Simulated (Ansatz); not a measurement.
System: Si₈NO₁₆ (cell with a defect).

Input

```
crystal:
  lattice:
    - [-4.179, -4.179, 0.0]
    - [4.179, -4.179, 0.0]
    - [0.0, 0.0, 5.3298]
  atoms:
    - { symbol: Si, position: [0.5, 0.5, 0.0] }
    - { symbol: Si, position: [0.0, 0.5, 0.25] }
    - { symbol: O, position: [0.1938, 0.5, 0.0] }
    - { symbol: O, position: [0.0, 0.1938, 0.25] }
    - { symbol: O, position: [0.8062, 0.5, 0.0] }
    - { symbol: O, position: [0.0, 0.8062, 0.25] }
    - { symbol: Si, position: [0.5, 0.5, 0.5] }
    - { symbol: Si, position: [0.0, 0.5, 0.75] }
    - { symbol: O, position: [0.1938, 0.5, 0.5] }
    - { symbol: O, position: [0.0, 0.1938, 0.75] }
    - { symbol: O, position: [0.8062, 0.5, 0.5] }
    - { symbol: O, position: [0.0, 0.8062, 0.75] }
    - { symbol: Si, position: [0.0, 0.0, 0.0] }
    - { symbol: Si, position: [0.5, 0.0, 0.25] }
    - { symbol: O, position: [0.6938, 0.0, 0.0] }
    - { symbol: O, position: [0.5, 0.6938, 0.25] }
    - { symbol: O, position: [0.3062, 0.0, 0.0] }
    - { symbol: O, position: [0.5, 0.3062, 0.25] }
    - { symbol: Si, position: [0.0, 0.0, 0.5] }
    - { symbol: Si, position: [0.5, 0.0, 0.75] }
    - { symbol: O, position: [0.6938, 0.0, 0.5] }
    - { symbol: O, position: [0.5, 0.6938, 0.75] }
    - { symbol: O, position: [0.3062, 0.0, 0.5] }
    - { symbol: O, position: [0.5, 0.3062, 0.75] }
    - { symbol: "N", position: [0.7365752, 0.7470133, 0.3975793], spin: 1.0 }
magnetization:
  spin_polarized: true
basis:
  ecutwfc: 420.0
kpoints:
  mp_grid: { grid: [2, 2, 3] }
hamiltonian:
  xc: pbe
scf:
  occupations: { method: gaussian, width: 0.02 }
  lower_state_search: "off"
relax:
  f_tol: 0.03
  max_steps: 60
  adjacent_minimum: "off"
output:
  write_density: true
  write_potential: true
  elf: true
  volumetric_format: npy
```

Run with:

```sh
ansatz run input.yaml --threads 2 --pin off --max-ram 5120MiB --backend cpu --events-out ev --progress --plain --runs-dir out
```

The fields are those of the relaxed geometry.

Spin-polarised.

These are results of DFT PBE, scalar-relativistic, plane waves, PAW in Ansatz 0.2.0, not measurements.

Question: What can the converged valence pseudo-density and electron localisation function tell about the bonding?

Answer: Si–N (1.76 Å): ρ at the midpoint is about 1.1 e/Å³; the ELF peaks at about 0.95 between the atoms.
Si–O (1.72 Å): ρ is about 1 e/Å³ halfway; the ELF peaks at about 0.85 between the atoms.
Si–O (1.72 Å): ρ is about 1 e/Å³ halfway; the ELF peaks at about 0.85 between the atoms.

Question: Does the calculation make it a metal, or give it a gap?

Answer: It is gapped, with a Kohn–Sham gap of 0.71 eV on the k-point mesh, an upper bound to the gap of this method.

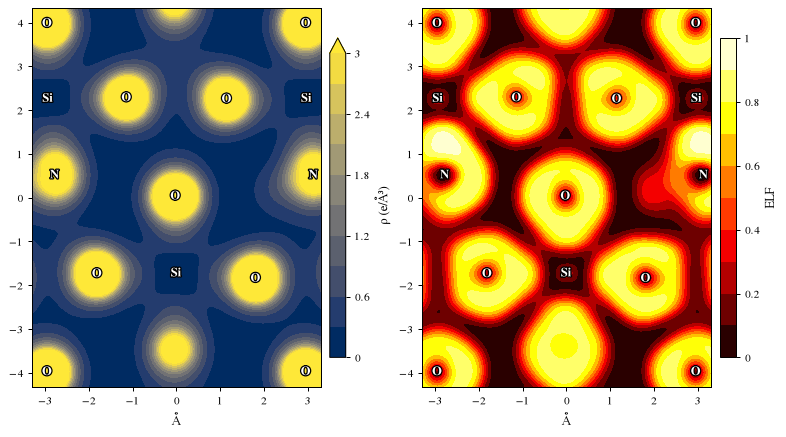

Computed valence pseudo-density and electron localisation function on the (101̄) plane of the calculation cell, in this order. Atoms just off the plane (Si, 0.8 Å away and O, 0.4 Å away) can leave unmarked features too.

In a PAW calculation such maps are meaningful between the atoms, not at the nuclei.
